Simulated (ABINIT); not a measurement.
# Convergence of LDA zone-centre phonons with the k mesh for zinc-blende MgS and hexagonal Si (ABINIT, PseudoDojo)

The highest zone-centre phonon frequency of zinc-blende MgS and of four-atom hexagonal Si is calculated by linear response in the LDA on successively denser k meshes, with the geometry held fixed. Each frequency change is measured against the densest mesh of the same crystal, so it describes sampling error alone and not the distance from experiment. Zone-centre frequencies enter Raman and infrared assignments, and together with ε∞ and the Born charges they fix the splitting of longitudinal and transverse modes in polar materials. The question is how dense a mesh each quantity needs, and what that mesh costs in processor time.

## Systems and settings

Each crystal was relaxed once and then held fixed while the k mesh alone was changed. Program: ABINIT 10.8.3, plane waves, LDA, scalar-relativistic, no spin-orbit coupling, no spin. Crystals and potentials: MgS (zinc-blende), PseudoDojo; Si (P6_3/mmc, 4 atoms), PseudoDojo. Cutoffs 327 to 1034 eV. Occupations: fixed. Modes by linear response at one wavevector. Times are rough, from shared Arm server processors. The tabled runs alone: cutoff 327 to 1034 eV, k length 6 to 49 Å. The same in all rows: wavevector of the run, in fractions of the reciprocal vectors: (0, 0, 0).

Notes on method and selection:

- The reference is the finest run of each crystal, which need not be fully converged.
- Published potential sets: PseudoDojo (norm-conserving).
- The coarsest settings were run to show the error; the highest mode is taken by rank and may there belong to another branch.
- Without the sum rule a spurious force shifts the squares of all zone-centre frequencies by about the square of the acoustic residue (exactly so for like masses); where the residue is large, it makes much or all of the change.
- Runs that did not converge, have known faults or may not be shown are not listed, and runs on Ansatz's PAW sets soft_1 and soft_2 are kept to separate tables.

Columns:

- k-mesh length (Å): k-mesh length, the least over the axes of divisions times cell-vector length.
- acoustic residue (cm⁻¹): acoustic residue: the largest of the three acoustic values at the zone centre, which should vanish; negative is imaginary.
- ε∞: electronic dielectric constant ε∞, a third of the trace.
- frequency change (%): change of the highest mode at the wavevector against the run at the densest mesh of the same crystal.
- highest mode (cm⁻¹): highest mode at the wavevector, as the response program prints it (no sum rule, no LO-TO term).
- pressure (GPa): pressure of the ground-state run, compression positive.
- cost (core-s): processor time, shared machines, rough.

Input lines of one member:

```
ndtset 2
# common to the responses
getwfk_filepath "gso_WFK"
kptopt 2
nqpt 1
qpt 0.0 0.0 0.0
asr 0
chneut 0
# d/dk
rfelfd1 2
rfdir1 1 1 1
iscf1 -3
tolwfr1 1.0d-20
# displacements, field
rfphon2 1
```

Command (options for logging and memory left out): `OMP_NUM_THREADS=1 mpirun -n 4 abinit dfpt_gamma.abi > dfpt_gamma.log`

## Numbers

| member | crystal and potentials | k-mesh length (Å) | acoustic residue (cm⁻¹) | ε∞ | frequency change (%) | highest mode (cm⁻¹) | pressure (GPa) | cost (core-s) | remark |
| --- | --- | --- | --- | --- | --- | --- | --- | --- | --- |
| k 2×2×2 | MgS (zinc-blende), PseudoDojo | 7.9 | 4.5 | 9.886 | −0.746 | 340.8 | 3.09 | 70 |  |
| k 4×4×4 | MgS (zinc-blende), PseudoDojo | 15.8 | 4.5 | 4.705 | −0.017 | 343.3 | −0.31 | 220 |  |
| k 6×6×6 | MgS (zinc-blende), PseudoDojo | 23.7 | 4.5 | 4.269 | 0.000 | 343.3 | −0.42 | 630 |  |
| k 8×8×8 | MgS (zinc-blende), PseudoDojo | 31.7 | 4.5 | 4.213 | 0.000 | 343.3 | −0.43 | 1400 |  |
| k 12×12×12 | MgS (zinc-blende), PseudoDojo | 47.5 | 4.5 | 4.203 | 0.000 | 343.3 | −0.43 | 4600 | from the Materials Project, whose computed structures hold known and hypothetical phases; not the structure at ambient conditions |
| k 2×2×1 | Si (P6_3/mmc, 4 atoms), PseudoDojo | 6.3 | 0.2 | 35.043 | 15.428 | 586.9 | 2.64 | 20 |  |
| k 4×4×3 | Si (P6_3/mmc, 4 atoms), PseudoDojo | 15.2 | ? | ? | ? | ? | ? | 74 |  |
| k 6×6×4 | Si (P6_3/mmc, 4 atoms), PseudoDojo | 22.8 | 0.3 | 15.148 | 0.305 | 510.0 | −0.04 | 170 |  |
| k 8×8×5 | Si (P6_3/mmc, 4 atoms), PseudoDojo | 30.4 | 0.2 | 14.055 | 0.049 | 508.7 | −0.08 | 340 |  |
| k 9×9×6 | Si (P6_3/mmc, 4 atoms), PseudoDojo | 34.2 | 0.2 | 13.712 | 0.006 | 508.4 | −0.09 | 500 |  |
| k 13×13×9 | Si (P6_3/mmc, 4 atoms), PseudoDojo | 49.4 | 0.2 | 13.328 | 0.000 | 508.4 | −0.10 | 1500 | from the Materials Project, whose computed structures hold known and hypothetical phases |

Cells marked ? are withheld until the estimate has been made.

frequency change (%) against k-mesh length (Å), members shown:

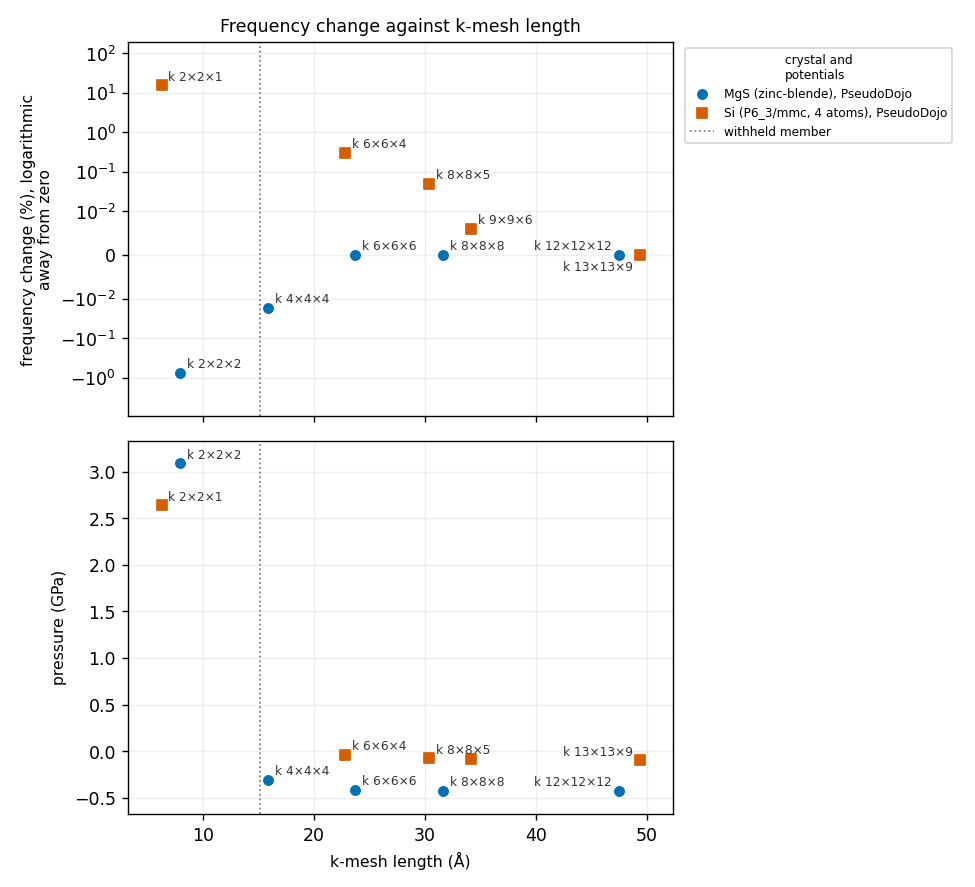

## The trend and its physics

The two crystals approach their reference from opposite sides. The highest mode of MgS starts 0.746 % too low at 7.9 Å and is within 0.017 % at 15.8 Å. That of Si starts 15.428 % too high at 6.3 Å, is still 0.305 % high at 22.8 Å and falls to 0.049 % at 30.4 Å.

In a crystal with a gap the integrand over the Brillouin zone is smooth and periodic, and the error of a uniform mesh should fall roughly exponentially with the k-mesh length. The rate is ln(0.746 / 0.017) / (15.8 − 7.9) = 0.48 per Å for MgS and ln(0.305 / 0.049) / (30.4 − 22.8) = 0.24 per Å for Si. Theory expects the faster decay for the wider gap and more localised electrons of MgS.

The coarsest Si run is wrong in kind as well as in size. A degenerate optical pair is imaginary there, and the mode that ranks highest may belong to another branch. The acoustic residue gives no warning: it is 0.2 cm⁻¹ at both the coarsest and the densest mesh. In MgS it stays at 4.5 cm⁻¹ throughout, so its source is not the k mesh.

The dielectric constant converges much later. At 15.8 Å that of MgS is still 4.705 / 4.203 = 1.12 times its reference, although the frequency has settled. The field response weights small direct gaps more heavily, which makes its integrand more sharply peaked. For Si, ε∞ still falls from 13.712 to 13.328 between the last two meshes, so its reference may not be converged.

A frequency within 0.1 % of the reference is reached at about 220 core-s for MgS (4×4×4) and 340 core-s for Si (8×8×5). The densest meshes take 4600 and 1500 core-s, an expense that these frequencies don't call for and that only ε∞ could justify.

## Blind estimate

Plain estimates from the members shown:

- k 4×4×3 (Si (P6_3/mmc, 4 atoms), PseudoDojo), straight-line interpolation between k 2×2×1 and k 6×6×4: w = (15.2 − 6.3) / (22.8 − 6.3) = 0.539, so 15.428 + 0.539 × (0.305 − 15.428) = 7.271 %

The straight-line value of 7.271 % is too high for an error that decays exponentially, because a chord lies above a convex curve. Interpolating the logarithm of the change between the same two neighbours is the better route.

The decay rate between 6.3 and 22.8 Å is ln(15.428 / 0.305) / (22.8 − 6.3) = 0.238 per Å. At 15.2 Å this gives 15.428 × exp(−0.238 × 8.9) = 1.9 %.

The route can be tried on the 6×6×4 mesh. Interpolation between 6.3 and 30.4 Å has a rate of ln(15.428 / 0.049) / (30.4 − 6.3) = 0.239 per Å and gives 0.30 % at 22.8 Å, against 0.305 % in the table. Such close agreement probably flatters the method, since the coarsest run has an unstable optical pair and its highest mode may have changed branch.

A more cautious error bar comes from changing the far end point. With 34.2 Å in place of 22.8 Å the rate is ln(15.428 / 0.006) / (34.2 − 6.3) = 0.281 per Å, and the estimate drops to 15.428 × exp(−0.281 × 8.9) = 1.3 %. The difference of 0.6 is taken as one standard deviation. No further shift is applied, because the acoustic residue of the neighbouring Si runs is far too small to matter at this level.

**Committed estimate, k 4×4×3 (Si (P6_3/mmc, 4 atoms), PseudoDojo): frequency change = 1.9 ± 0.6 %.**

## How the estimate fared

| member | crystal and potentials | k-mesh length (Å) | acoustic residue (cm⁻¹) | ε∞ | frequency change (%) | highest mode (cm⁻¹) | pressure (GPa) | cost (core-s) |
| --- | --- | --- | --- | --- | --- | --- | --- | --- |
| k 4×4×3 | Si (P6_3/mmc, 4 atoms), PseudoDojo | 15.2 | 0.2 | 19.425 | 1.721 | 517.2 | 0.35 | 74 |

| member | estimate | frequency change (%) | computed | estimate − computed | miss in error bars |
| --- | --- | --- | --- | --- | --- |
| k 4×4×3 (Si (P6_3/mmc, 4 atoms), PseudoDojo) | committed | 1.900 | 1.721 | +0.179 | 0.3 |
| k 4×4×3 (Si (P6_3/mmc, 4 atoms), PseudoDojo) | interpolation | 7.271 | 1.721 | +5.550 |  |

frequency change (%) against k-mesh length (Å):

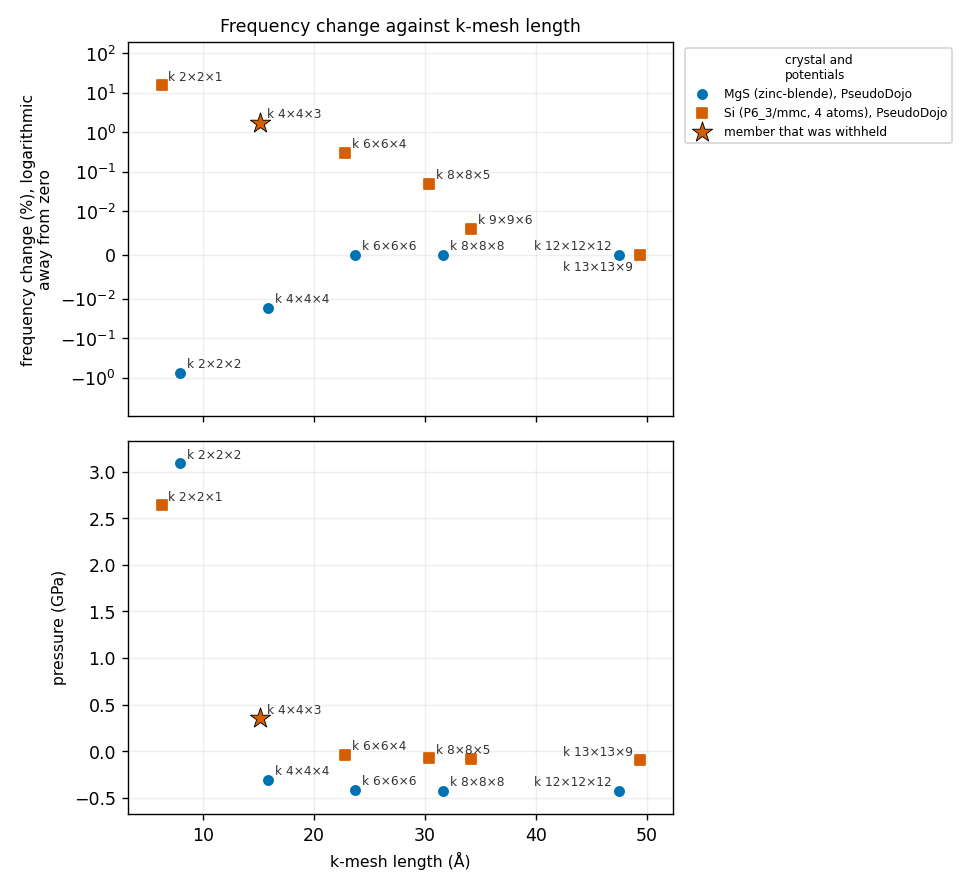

The estimate of 1.9 ± 0.6 % lies 0.179 percentage points above the computed 1.721 %, well inside its error bar. Straight-line interpolation misses by 5.550 percentage points.

Interpolating the logarithm held up. The decay rate is ln(15.428 / 1.721) / 8.9 = 0.246 per Å below the new member and ln(1.721 / 0.305) / 7.6 = 0.228 per Å above it, nearly constant, as expected for a smooth periodic integrand.

The alternative end point at 34.2 Å was a bad choice. Its change of 0.006 % compares a degenerate pair with the single mode that ranks highest at the densest mesh. Followed as one branch, the pair has moved further than that, so the rate of 0.281 per Å was too high and the resulting 1.3 % too low. The same switch makes the 0.049 % at 30.4 Å too small, and with it the earlier Si rate of 0.24 per Å between 22.8 and 30.4 Å too high. The close agreement in the trial on 6×6×4, which used that value, was therefore partly accidental.

## Outliers

Si at 2×2×1 stands far apart, with its highest mode 586.9 − 508.4 = 78.5 cm⁻¹ too high. One division along the hexagonal axis and two in the plane sample the bands too sparsely to give sound force constants. The error doesn't stiffen the whole spectrum, since one optical pair is imaginary at this mesh. The dielectric constant is 35.043 / 13.328 = 2.63 times its reference, and the Born charges are far from neutrality.

MgS at 2×2×2 is the largest departure in its own series, but its frequency is only 343.3 − 340.8 = 2.5 cm⁻¹ too low. Its ε∞ is nevertheless 9.886 / 4.203 = 2.35 times the reference, so a nearly correct frequency is no sign of a usable field response. The acoustic residue can't explain the shift: it is 4.5 cm⁻¹ at every mesh and changes the highest mode by only about 4.5² / (2 × 343.3) = 0.03 cm⁻¹.

## What the accuracy costs

For Si, going from 74 to 170 core-s lowers the frequency change from 1.721 to 0.305 %, and 340 core-s brings the highest mode within 0.3 cm⁻¹ of the reference value. For MgS, 220 core-s already settles the frequency to 0.017 %.

The dielectric constant sets the larger bill. In MgS it is 4.269 / 4.203 = 1.016 times the reference at 630 core-s and 4.213 / 4.203 = 1.002 times at 1400 core-s. The 4600 core-s of the densest mesh change it by only 0.010 more. In Si it is still 13.712 / 13.328 = 1.029 times the reference at 500 core-s.

## Rules of thumb and their limits

Between 6.3 and 22.8 Å the error of the highest Si mode falls nearly exponentially, and logarithmic interpolation recovered the withheld member to about a tenth of its value. For changes of about 0.05 % or less, modes must be matched by branch and not by rank. The softest optical pair of Si converges more slowly in relative terms than the highest mode, so it needs its own check.

For an error under 1 % in the highest Si mode, the rate of 0.228 per Å asks for 15.2 + ln(1.721 / 1) / 0.228 = 17.6 Å. A 5×5×3 mesh, with a length of 3 × 6.3 = 18.9 Å, should meet this.

The omitted LO-TO term would raise the longitudinal mode of MgS, a polar crystal, by far more than the 2.5 cm⁻¹ spread of its series. That correction depends on ε∞ and the Born charges, so it needs a denser mesh than the tabulated frequency does.

[Logs are printed without paths, hosts, clocks, repeated set-up lines and the standing remarks that a program may print on its own settings, such as how far it seeks lower states.]
